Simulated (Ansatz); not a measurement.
# A series of single points on Cs

System: Cs (I4/mmm, 1 atom in the cell).
Method: DFT PBE, scalar-relativistic, plane waves, PAW, no spin polarisation (Ansatz 0.2.0).

The 5 runs differ only in the geometry, by a strain of the cell at fixed fractional positions. Against run 3, the strain is εxx = η and εyy = η. The structure derives from an entry of the Crystallography Open Database.

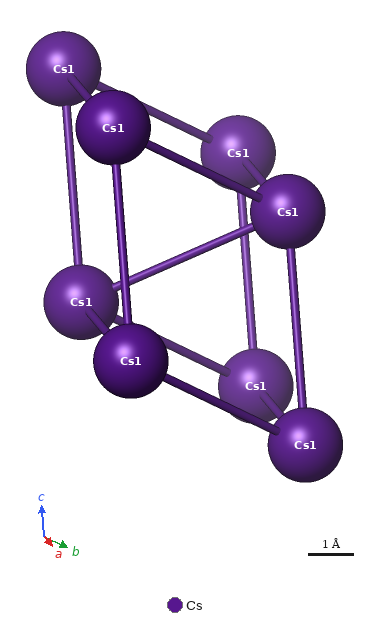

Figure 1. The structure of run 3 (ball-and-stick view of the cell of the calculation, seen slightly off an axis; atoms are numbered from 1 in the order of the input). An atom can appear more than once, as a periodic image.

## Input of run 3
```yaml
crystal:
  lattice:
    - [-3.0225, 3.0225, 3.173625]
    - [3.0225, -3.0225, 3.173625]
    - [3.0225, 3.0225, -3.173625]
  atoms:
    - { symbol: Cs, position: [0.0, 0.0, 0.0] }
basis:
  ecutwfc: 420
kpoints:
  mp_grid: { grid: [12, 12, 12] }
hamiltonian:
  xc: pbe
scf:
  occupations: { method: gaussian, width: 0.15 }
output:
  forces: true
  stress: true
  eigenvalues: true
```

Command:
```bash
ansatz run input.yaml --threads 1 --pin off --max-ram 2560MiB --backend cpu --events-out ev --progress --plain --runs-dir out
```

Lattice vectors (Å) and fractional positions of run 3:
```
  -3.022500    3.022500    3.173625
   3.022500   -3.022500    3.173625
   3.022500    3.022500   -3.173625
Cs  0.000000  0.000000  0.000000
```

Run 2 differs from it as follows:
```diff
-    - [-3.0225, 3.0225, 3.173625]
-    - [3.0225, -3.0225, 3.173625]
-    - [3.0225, 3.0225, -3.173625]
+    - [-2.9469375, 2.9469375, 3.173625]
+    - [2.9469375, -2.9469375, 3.173625]
+    - [2.9469375, 2.9469375, -3.173625]
```

## Results, with one run withheld

| run | strain parameter η (%) | free energy per atom, from the lowest run given (meV) | pressure (GPa) |
| --- | --- | --- | --- |
| 1 | −5.0000 | 9.45 | 0.26 |
| 2 | −2.5000 | ? | ? |
| 3 | 0.0000 | 0.00 | 0.02 |
| 4 | 2.5000 | 1.08 | −0.07 |
| 5 | 5.0000 | 5.32 | −0.15 |

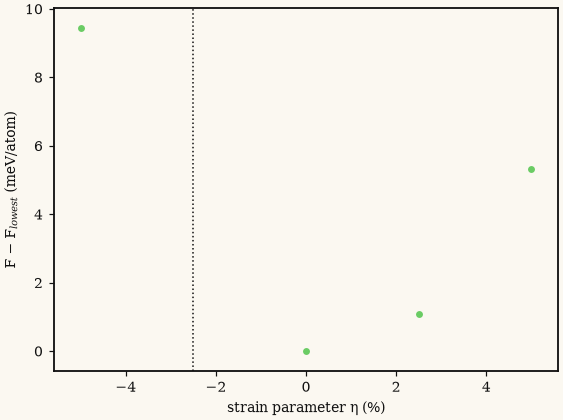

Figure 2. Free energy per atom of the runs given; the dotted line marks run 2.

Estimate the energy of run 2 from the others.

A quadratic polynomial in the coordinate, fitted to the 4 runs given, misses them by at most 0.15 meV per atom. With x = η − 0.6250, it reads F = −0.023224 − 0.040845 x + 0.29153 x² (meV per atom). At run 2 it gives 2.95 meV per atom, and the run itself gives 2.60. The fit has its minimum at η = 0.6951 %.

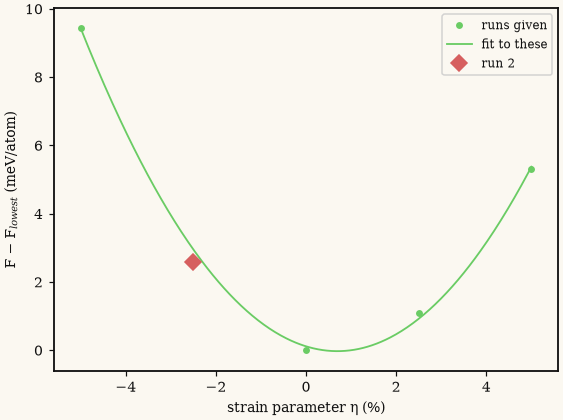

Figure 3. The fit and the withheld run.

## Output, shortened to warnings, some set-up lines, iterations and results (run 2)
```
Basis set: ecut = 420 eV, 2187 PW (Γ), exchange–correlation on 72×72×72 points (8 copies of the dense FFT grid, shifted against one another)
Symmetry: 16 space group operations
k-points: 163 of 1728
Initial density: superposition of atomic densities (neutral atoms: chi_scale 0, normalization atom), corrected by the library's trained network
[...]
SCF iter   1: F=—  HF=-5670.767557 eV  |F-HF|=—  |Δ(HF+E_count)|=         —  Δρ=2.21e-4  dr2=4.50e-5  ethr=1.77e-3  ⟨swp⟩=6.0  Hψ=11866  notcnv=0
SCF iter   2: F=—  HF=-5670.767859 eV  |F-HF|=—  |Δ(HF+E_count)|=   3.02e-4  Δρ=1.41e-4  dr2=3.73e-5  ethr=5.00e-7  ⟨swp⟩=3.4  Hψ=4054  notcnv=0
SCF iter   3: F=—  HF=-5670.767881 eV  |F-HF|=—  |Δ(HF+E_count)|=   2.17e-5  Δρ=4.42e-5  dr2=4.43e-6  ethr=4.15e-7  ⟨swp⟩=2.5  Hψ=2243  notcnv=0
SCF iter   4: F=—  HF=-5670.767882 eV  |F-HF|=—  |Δ(HF+E_count)|=   1.13e-6  Δρ=1.47e-5  dr2=7.64e-7  ethr=4.92e-8  ⟨swp⟩=1.6  Hψ=1557  notcnv=0
SCF iter   5: F=-5670.767882 eV  HF=-5670.767882 eV  |F-HF|=4.96e-8  |Δ(HF+E_count)|=   3.44e-7  Δρ=6.92e-6  dr2=8.85e-8  ethr=8.49e-9  ⟨swp⟩=2.5  Hψ=2062  notcnv=0
SCF iter   6: F=-5670.767882 eV  HF=-5670.767882 eV  |F-HF|=2.48e-9  |Δ(HF+E_count)|=   6.20e-8  Δρ=1.77e-6  dr2=2.22e-9  ethr=9.83e-10  ⟨swp⟩=2.4  Hψ=5503  notcnv=0
SCF 1 converged in 6 iterations: F = -5670.767882 eV  dr2 = 2.22e-9
SCF converged after 6 iterations
Free energy (F): -5670.767882 eV
Harris-Foulkes:  -5670.767882 eV  (|F-HF|=2.48e-9)
Internal energy: -5670.751962 eV  (E = F + TS)
E sigma→0 (E₀):  -5670.759922 eV
Entropy (-TS):   -0.015921 eV (-15.921 meV/atom)
Fermi energy:    2.413851 eV
--- Per-component energies (eV) ---
  E_band       = -90.325213
  E_kinetic    = 140.844607
  E_local      = -385.738052  (includes V_loc(G=0)·N_el)
  E_nonlocal   = 30.239500
  E_hartree    = 134.890313
  E_xc         = -172.935824
  E_vxc        = -124.621592  (∫ρ·V_xc dr)
  E_paw        = -5066.767533  (= ΣΔE_a)
  E_vpaw       = -20.829751  (= ΣTr[D̂ρ^β])
  E_aug_tail   = -0.000001  (compensation charges beyond the density's cutoff)
  E_ewald      = -351.284971
  E_smearing   = -0.015921  (= −TS)
  E_closure    = 0.000000  (closes the sum)
  Σ components = -5670.767882   (vs F -5670.767882, Δ=0.00e0)
--- Forces (eV/Å), atoms counted from 1 ---
  atom   1  Cs     0.00000000    -0.00000000    -0.00000000
  max |Σ_I F_I| component: 1.97e-31 eV/Å
--- Stress (GPa, compression-positive) ---
        0.131024       0.000000       0.000000
        0.000000       0.131024      -0.000000
        0.000000      -0.000000       0.122715
  P = ⅓ Tr σ = 0.1283 GPa (1.283 kbar)
```
